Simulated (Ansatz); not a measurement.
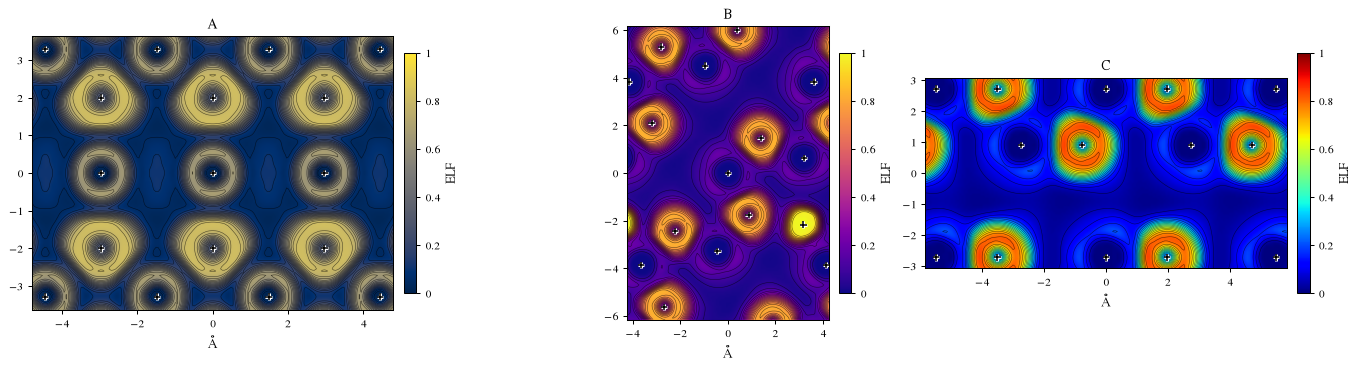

The ELF of 3 systems, each on a plane through atoms (crosses mark nuclei in the plane).

All numbers below come from DFT PBE, scalar-relativistic, plane waves, PAW (Ansatz).

System 1: Zn$_{18}$HO$_{18}$ (cell with a defect), the (101̄) plane of the calculation cell. Spin-polarised.

```
Zn O H
1.0
    -4.91909    2.84004    5.29323
     0.00000   -5.68007    5.29323
     4.91909    2.84004    5.29323
Zn O H
18 18 1
Direct
  0.38919 0.71953 0.38946
  0.71956 0.38914 0.38947
  0.05320 0.71976 0.72012
  0.05638 0.05633 0.38203
  0.38919 0.38912 0.71986
  0.71984 0.71973 0.05345
  0.71985 0.05310 0.72010
  0.05637 0.38164 0.05669
  0.38175 0.05629 0.05665
  0.44331 0.44324 0.11083
  0.77473 0.10709 0.10747
  0.11058 0.44325 0.44361
  0.10718 0.77467 0.10747
  0.44333 0.11051 0.44360
  0.77738 0.44245 0.77764
  0.77737 0.77729 0.44280
  0.10720 0.10711 0.77508
  0.44255 0.77729 0.77763
  0.51462 0.84771 0.51488
  0.84779 0.51453 0.51489
  0.17964 0.84583 0.84620
  0.18053 0.18045 0.51579
  0.51462 0.51454 0.84805
  0.84590 0.84582 0.17989
  0.84591 0.17954 0.84619
  0.18051 0.51539 0.18081
  0.51544 0.18044 0.18080
  0.56945 0.56939 0.23665
  0.89253 0.23601 0.23639
  0.23639 0.56941 0.56975
  0.23609 0.89251 0.23637
  0.56947 0.23631 0.56975
  0.90503 0.56657 0.90528
  0.90503 0.90493 0.56694
  0.23611 0.23603 0.89289
  0.56670 0.90492 0.90526
  0.20212 0.20217 0.20273
```

System 2: TiO$_{2}$, the (110) plane of the conventional cell. Space group P4₂/mnm; computed without spin polarisation.

System 3: ZnO, the (110) plane of the conventional cell. Space group P6₃mc; a structure from a database of computed crystals, not necessarily the ambient phase; changed on purpose from its base cell (biaxial strain in the a-b plane, c and atoms relaxed: -4.0 %); computed pressure about 6 GPa in this cell.

Question: Match each panel to its system.

Answer: Panel A is system 2, TiO$_{2}$: the plane holds Ti and O. Ti–O (1.96 Å): the ELF peaks at about 0.80 in the valence shell of O, 0.6 Å from its nucleus, and is about 0.20 at the midpoint: no shared electron pair shows on this line. Panel B is system 1, Zn$_{18}$HO$_{18}$: the plane holds Zn, O and H. Zn–H (1.94 Å): the ELF climbs to about 1 towards the hydrogen. Panel C is system 3, ZnO: the plane holds Zn and O. Zn–O (1.97 Å): the ELF peaks at about 0.85 in the valence shell of O, 0.6 Å from its nucleus, and is about 0.25 at the midpoint: no shared electron pair shows on this line.
